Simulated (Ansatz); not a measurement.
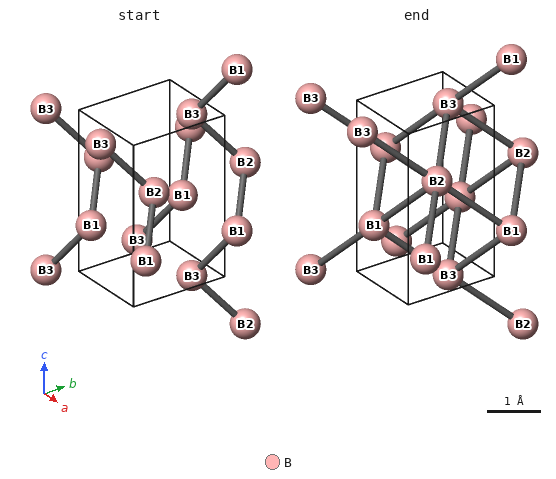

The structure of a crystal of B (built on the trigonal selenium_152 type) (coarse preliminary run) before (left) and after (right) a relaxation, at one scale.

Style: ball-and-stick. Shown: the cell of the calculation, slightly off an axis.

Case: trigonal selenium type (P3_121, No. 152).

Computed with Ansatz, DFT r2SCAN, scalar-relativistic, plane waves, PAW.

The input:
```yaml
crystal:
  lattice:
    - [2.791248457, 0.0, 0.0]
    - [-1.3956242285, 2.417292072, 0.0]
    - [0.0, 0.0, 3.1667648111]
  atoms:
    - { symbol: B, position: [0.2254, 0.0, 0.3333333333] }
    - { symbol: B, position: [0.0, 0.2254, 0.6666666667] }
    - { symbol: B, position: [0.7746, 0.7746, 0.0] }
basis:
  ecutwfc: 500
kpoints:
  mp_grid: { grid: [9, 9, 6] }
hamiltonian:
  xc: r2scan
scf:
  occupations: { method: gaussian, width: 0.1 }
  lower_state_search: "off"
output:
  forces: true
  stress: true
  eigenvalues: true
relax:
  adjacent_minimum: "off"
  f_tol: 0.04
  max_steps: 70
  cell: { stress_tol: 0.4 }
```

Q: Describe what moved and what it gained.

A: The energy falls by 498 meV per atom in 6 accepted moves (8 points after the start). The largest force component goes from 4.5 to 0.00093 eV/Å. The pressure goes from 37.66 to −0.03 GPa. The line search rejected the trial step at point 6 of the run. The SCF was repeated once at an unchanged geometry on a basis and grid sized afresh for the cell, which shifted the energy by less than 0.05 meV per atom at most. The largest moves relative to the cell, 0.29 Å, are those of B1, B2 and B3. B1 goes along +a. The volume changes by −6.0 %, with a = b 2.791 → 2.629 Å (−5.8 %), c 3.167 → 3.356 Å (+6.0 %). Some distances before and after: B1–B2 1.517 → 1.890 Å, B1–B2 (another image) 2.196 → 1.883 Å. Bond angles that change, for instance: B2–B1–B3 103.1° → 91.5°. The space group stays P3_121 (No. 152). The run took roughly 40 core-seconds on a shared host.
